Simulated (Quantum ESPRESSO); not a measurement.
**Run report: CuO, single-point calculation**

CuO (Cc, 4 atoms in the cell), computed with Kohn-Sham DFT of a periodic cell, PBE, SSSP 1.3 efficiency PBE, no spin polarisation (Quantum ESPRESSO 7.5).

The structure derives from an entry of the Crystallography Open Database.

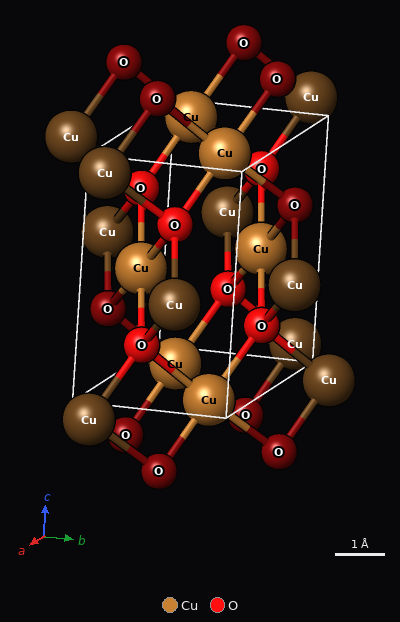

Figure 1. The structure as given in the input (ball-and-stick view of the cell 2 times as large as that of the calculation, set on its symmetry axes, seen slightly off an axis; neighbours outside the cell are drawn fainter). Near neighbours in the crystal (not all of them lie inside the picture): Cu has 4 O at 1.91 to 2.02 Å; O has 4 Cu at 1.91 to 2.02 Å.

**Results in brief**

```csv
quantity,value
outcome,converged
space group (tolerance 0.01 Å),Cc (9)
electrons treated,34
free energy,−6930.6003 eV
Fermi energy,9.811 eV
gap on the k-point mesh,none (metallic)
pressure,5.42 GPa
largest force (length of the vector),0.775 eV/Å
hardware,"2 threads of AMD EPYC (Zen 3), 189 GiB of memory available, shared host"
wall time,1.9 min (CPU time 3.3 min)
peak memory,0.38 GiB
```

**Notes**

The run has no spin polarisation, so a magnetic state may lie lower. The cell is under a pressure of 5.4 GPa at this level, so it is not at its equilibrium volume.

**Input**
```
&CONTROL
  calculation = 'scf'
  prefix = 'pwscf'
  outdir = './tmp'
  pseudo_dir = './pseudo'
  tprnfor = .true.
  tstress = .true.
  disk_io = 'low'
/
&SYSTEM
  ibrav = 0
  celldm(1) = 8
  nat = 4
  ntyp = 2
  ecutwfc = 55
  ecutrho = 440
  nbnd = 25
  occupations = 'smearing'
  smearing = 'fd'
  degauss = 0.00367493
/
&ELECTRONS
  conv_thr = 8d-10
  electron_maxstep = 120
  mixing_beta = 0.5
/
ATOMIC_SPECIES
Cu    63.5460 Cu.paw.z_11.ld1.psl.v1.0.0-low.upf
O     15.9990 O.pbe-n-kjpaw_psl.0.1.UPF
CELL_PARAMETERS alat
  0.5538432947630  -0.4047320927417   0.0000000000000
  0.5538432947630   0.4047320927417   0.0000000000000
 -0.2032765058352   0.0000000000000   1.1951186408959
ATOMIC_POSITIONS crystal
Cu     0.4968000000    0.0032000000    0.5000000000
Cu     0.0032000000    0.4968000000    0.0000000000
O      0.4056000000    0.5714000000    0.7537000000
O      0.5714000000    0.4056000000    0.2537000000
K_POINTS automatic
10 10 5 0 0 0
```

**File pp_density.in**
```
&INPUTPP
  prefix = 'pwscf'
  outdir = './tmp'
  filplot = 'density.dat'
  plot_num = 0
/
&PLOT
  nfile = 1
  filepp(1) = 'density.dat'
  iflag = 3
  output_format = 6
  fileout = 'density.cube'
/
```

**File pp_potential.in**
```
&INPUTPP
  prefix = 'pwscf'
  outdir = './tmp'
  filplot = 'potential.dat'
  plot_num = 11
/
&PLOT
  nfile = 1
  filepp(1) = 'potential.dat'
  iflag = 3
  output_format = 6
  fileout = 'potential.cube'
/
```

Run as:
```bash
OMP_NUM_THREADS=1 mpirun -n 2 pw.x -nk 2 -in pw.in > pw.out
OMP_NUM_THREADS=1 mpirun -n 1 pp.x -in pp_density.in > pp_density.out
OMP_NUM_THREADS=1 mpirun -n 1 pp.x -in pp_potential.in > pp_potential.out
```

**What the program printed**
```
This program is part of the open-source Quantum ESPRESSO suite
     for quantum simulation of materials; please cite
         "P. Giannozzi et al., J. Phys.:Condens. Matter 21 395502 (2009);
         "P. Giannozzi et al., J. Phys.:Condens. Matter 29 465901 (2017);
         "P. Giannozzi et al., J. Chem. Phys. 152 154105 (2020);
          URL
     in publications or presentations arising from this work. More details at

     file Cu.paw.z_11.ld1.psl.v1.0.0-low.upf: wavefunction(s)  4S 3D renormalized
     file O.pbe-n-kjpaw_psl.0.1.UPF: wavefunction(s)  2P renormalized
     Message from routine setup:
     using ibrav=0 with symmetry is DISCOURAGED, use correct ibrav instead

     K-points division:     npool     =       2
     Subspace diagonalization in iterative solution of the eigenvalue problem:
     a serial algorithm will be used

     G-vector sticks info
     --------------------
     sticks:   dense  smooth     PW     G-vecs:    dense   smooth      PW
     Sum        1009     499    163                42765    15113    2697

     Using Slab Decomposition

     bravais-lattice index     =            0
     lattice parameter (alat)  =       8.0000  a.u.
     unit-cell volume          =     274.3251 (a.u.)^3
     number of atoms/cell      =            4
     number of atomic types    =            2
     number of electrons       =        34.00
     number of Kohn-Sham states=           25
     kinetic-energy cutoff     =      55.0000  Ry
     charge density cutoff     =     440.0000  Ry
     scf convergence threshold =      8.0E-10
     mixing beta               =       0.5000
     number of iterations used =            8  plain     mixing
     Exchange-correlation= SLA  PW   PBX  PBC
                           (   1   4   3   4   0   0   0)

     celldm(1)=   8.000000  celldm(2)=   0.000000  celldm(3)=   0.000000
     celldm(4)=   0.000000  celldm(5)=   0.000000  celldm(6)=   0.000000

     crystal axes: (cart. coord. in units of alat)
               a(1) = (   0.553843  -0.404732   0.000000 )
               a(2) = (   0.553843   0.404732   0.000000 )
               a(3) = (  -0.203277   0.000000   1.195119 )

     reciprocal axes: (cart. coord. in units 2 pi/alat)
               b(1) = (  0.902782 -1.235385  0.153553 )
               b(2) = (  0.902782  1.235385  0.153553 )
               b(3) = ( -0.000000  0.000000  0.836737 )

     PseudoPot. # 1 for Cu read from file:
     Cu.paw.z_11.ld1.psl.v1.0.0-low.upf
     Pseudo is Projector augmented-wave + core cor, Zval = 11.0
     Generated using &quot;atomic&quot; code by A. Dal Corso  v.6.3MaX
     Shape of augmentation charge: PSQ
     Using radial grid of 1199 points,  6 beta functions with:
                l(1) =   0
                l(2) =   0
                l(3) =   1
                l(4) =   1
                l(5) =   2
                l(6) =   2
     Q(r) pseudized with 0 coefficients

     PseudoPot. # 2 for O  read from file:
     O.pbe-n-kjpaw_psl.0.1.UPF
     Pseudo is Projector augmented-wave + core cor, Zval =  6.0
     Generated using "atomic" code by A. Dal Corso  v.5.0.99 svn rev. 10869
     Shape of augmentation charge: BESSEL
     Using radial grid of 1095 points,  4 beta functions with:
                l(1) =   0
                l(2) =   0
                l(3) =   1
                l(4) =   1
     Q(r) pseudized with 0 coefficients

     atomic species   valence    mass     pseudopotential
     Cu               11.00    63.54600     Cu( 1.00)
     O                 6.00    15.99900     O ( 1.00)

      2 Sym. Ops. (no inversion) found ( 1 have fractional translation)

   Cartesian axes

     site n.     atom                  positions (alat units)
         1        Cu     tau(   1) = (   0.1752834  -0.1997758   0.5975593  )
         2        Cu     tau(   2) = (   0.2769216   0.1997758   0.0000000  )
         3        O      tau(   3) = (   0.3878954   0.0671046   0.9007609  )
         4        O      tau(   4) = (   0.4895336  -0.0671046   0.3032016  )

     number of k points=   141  Fermi-Dirac smearing, width (Ry)=  0.0037

     Number of k-points >= 100: set verbosity='high' to print them.

     Dense  grid:    42765 G-vectors     FFT dimensions: (  40,  40,  72)

     Smooth grid:    15113 G-vectors     FFT dimensions: (  25,  25,  48)

     Initial potential from superposition of free atoms

     starting charge      33.9995, renormalised to      34.0000
     Starting wfcs are   26 randomized atomic wfcs
     Checking if some PAW data can be deallocated...

     Self-consistent Calculation

     iteration #  1     ecut=    55.00 Ry     beta= 0.50
     Davidson diagonalization with overlap
     ethr =  1.00E-02,  avg # of iterations =  4.7

     total energy              =    -508.89151183 Ry
     estimated scf accuracy    <       1.02628874 Ry

     iteration #  2     ecut=    55.00 Ry     beta= 0.50
     Davidson diagonalization with overlap
     ethr =  3.02E-03,  avg # of iterations =  2.0

     total energy              =    -509.09390019 Ry
     estimated scf accuracy    <       1.96048242 Ry

     iteration #  3     ecut=    55.00 Ry     beta= 0.50
     Davidson diagonalization with overlap
     ethr =  3.02E-03,  avg # of iterations =  2.0

     total energy              =    -509.38735946 Ry
     estimated scf accuracy    <       0.01236875 Ry

     iteration #  4     ecut=    55.00 Ry     beta= 0.50
     Davidson diagonalization with overlap
     ethr =  3.64E-05,  avg # of iterations =  4.2

     total energy              =    -509.38955620 Ry
     estimated scf accuracy    <       0.00220888 Ry

     iteration #  5     ecut=    55.00 Ry     beta= 0.50
     Davidson diagonalization with overlap
     ethr =  6.50E-06,  avg # of iterations =  3.2

     total energy              =    -509.38971068 Ry
     estimated scf accuracy    <       0.00004659 Ry

     iteration #  6     ecut=    55.00 Ry     beta= 0.50
     Davidson diagonalization with overlap
     ethr =  1.37E-07,  avg # of iterations =  3.5

     total energy              =    -509.38972402 Ry
     estimated scf accuracy    <       0.00000559 Ry

     iteration #  7     ecut=    55.00 Ry     beta= 0.50
     Davidson diagonalization with overlap
     ethr =  1.64E-08,  avg # of iterations =  2.1

     total energy              =    -509.38972507 Ry
     estimated scf accuracy    <       0.00000120 Ry

     iteration #  8     ecut=    55.00 Ry     beta= 0.50
     Davidson diagonalization with overlap
     ethr =  3.52E-09,  avg # of iterations =  1.3

     total energy              =    -509.38972524 Ry
     estimated scf accuracy    <       0.00000002 Ry

     iteration #  9     ecut=    55.00 Ry     beta= 0.50
     Davidson diagonalization with overlap
     ethr =  7.33E-11,  avg # of iterations =  3.5

     total energy              =    -509.38972525 Ry
     estimated scf accuracy    <          3.5E-09 Ry

     iteration # 10     ecut=    55.00 Ry     beta= 0.50
     Davidson diagonalization with overlap
     ethr =  1.03E-11,  avg # of iterations =  2.1

     End of self-consistent calculation

     Number of k-points >= 100: set verbosity='high' to print the bands.

     the Fermi energy is     9.8108 ev

!    total energy              =    -509.38972526 Ry
     total all-electron energy =     -6920.843042 Ry
     estimated scf accuracy    <          3.9E-10 Ry
     smearing contrib. (-TS)   =      -0.00140668 Ry
     internal energy E=F+TS    =    -509.38831858 Ry

     The total energy is F=E-TS. E is the sum of the following terms:
     one-electron contribution =     -82.61822822 Ry
     hartree contribution      =      81.82064274 Ry
     xc contribution           =    -104.00742557 Ry
     ewald contribution        =    -205.84197510 Ry
     one-center paw contrib.   =    -198.74133242 Ry

     convergence has been achieved in  10 iterations

     Forces acting on atoms (cartesian axes, Ry/au):

     atom    1 type  1   force =    -0.02497895   -0.01381791    0.00967933
     atom    2 type  1   force =    -0.02497895    0.01381791    0.00967933
     atom    3 type  2   force =     0.02497895   -0.01153216   -0.00967933
     atom    4 type  2   force =     0.02497895    0.01153216   -0.00967933

     Total force =     0.059316     Total SCF correction =     0.000007

     Computing stress (Cartesian axis) and pressure

          total   stress  (Ry/bohr**3)                   (kbar)     P=       54.17
   0.00035553   0.00000000  -0.00012064           52.30        0.00      -17.75
   0.00000000   0.00042749   0.00000000            0.00       62.89        0.00
  -0.00012064  -0.00000000   0.00032171          -17.75       -0.00       47.33

=------------------------------------------------------------------------------=
   JOB DONE.
=------------------------------------------------------------------------------=
```

**File pp_density.out**
```
This program is part of the open-source Quantum ESPRESSO suite
     for quantum simulation of materials; please cite
         "P. Giannozzi et al., J. Phys.:Condens. Matter 21 395502 (2009);
         "P. Giannozzi et al., J. Phys.:Condens. Matter 29 465901 (2017);
         "P. Giannozzi et al., J. Chem. Phys. 152 154105 (2020);
          URL
     in publications or presentations arising from this work. More details at

     ./tmp/pwscf.save/
     file Cu.paw.z_11.ld1.psl.v1.0.0-low.upf: wavefunction(s)  4S 3D renormalized
     file O.pbe-n-kjpaw_psl.0.1.UPF: wavefunction(s)  2P renormalized

     IMPORTANT: XC functional enforced from input :
     Exchange-correlation= PBE
                           (   1   4   3   4   0   0   0)
     Any further DFT definition will be discarded
     Please, verify this is what you really want

     G-vector sticks info
     --------------------
     sticks:   dense  smooth     PW     G-vecs:    dense   smooth      PW
     Sum        1009     499    163                42765    15113    2697

     Using Slab Decomposition

     Calling punch_plot, plot_num =   0
     Writing data to file  density.dat
     Reading data from file  density.dat

     Writing data to be plotted to file density.cube
     Plot Type: 3D                     Output format: Gaussian cube

=------------------------------------------------------------------------------=
   JOB DONE.
=------------------------------------------------------------------------------=
```

**File pp_potential.out**
```
This program is part of the open-source Quantum ESPRESSO suite
     for quantum simulation of materials; please cite
         "P. Giannozzi et al., J. Phys.:Condens. Matter 21 395502 (2009);
         "P. Giannozzi et al., J. Phys.:Condens. Matter 29 465901 (2017);
         "P. Giannozzi et al., J. Chem. Phys. 152 154105 (2020);
          URL
     in publications or presentations arising from this work. More details at

     ./tmp/pwscf.save/
     file Cu.paw.z_11.ld1.psl.v1.0.0-low.upf: wavefunction(s)  4S 3D renormalized
     file O.pbe-n-kjpaw_psl.0.1.UPF: wavefunction(s)  2P renormalized

     IMPORTANT: XC functional enforced from input :
     Exchange-correlation= PBE
                           (   1   4   3   4   0   0   0)
     Any further DFT definition will be discarded
     Please, verify this is what you really want

     G-vector sticks info
     --------------------
     sticks:   dense  smooth     PW     G-vecs:    dense   smooth      PW
     Sum        1009     499    163                42765    15113    2697

     Using Slab Decomposition

     Calling punch_plot, plot_num =  11
     Writing data to file  potential.dat
     Reading data from file  potential.dat

     Writing data to be plotted to file potential.cube
     Plot Type: 3D                     Output format: Gaussian cube

=------------------------------------------------------------------------------=
   JOB DONE.
=------------------------------------------------------------------------------=
```

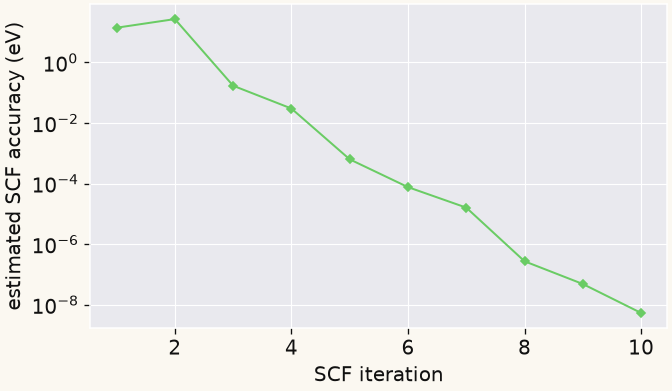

Figure 2. Convergence of the self-consistent field: estimated SCF accuracy against the iteration. The field takes 10 iterations in all.

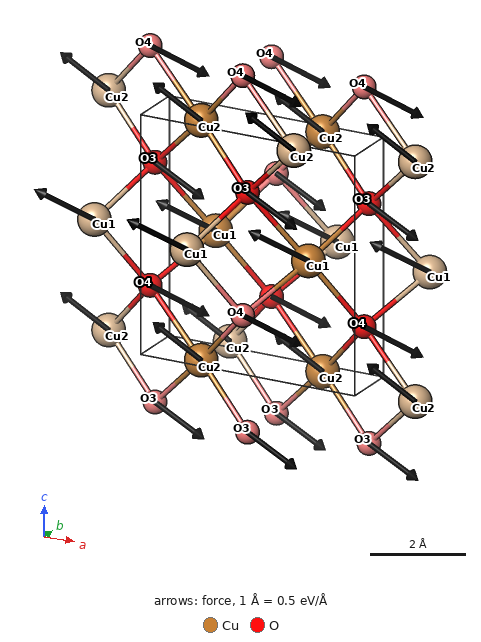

Figure 3. Forces on the atoms as black arrows (ball-and-stick view of the cell 2 times as large as that of the calculation, set on its symmetry axes, seen slightly off an axis; neighbours outside the cell are drawn fainter; atoms are numbered from 1 in the order of the input). The largest act on Cu1, Cu2 (0.77 eV/Å); O3, O4 (0.75 eV/Å). The geometry is not a stationary point of this energy.
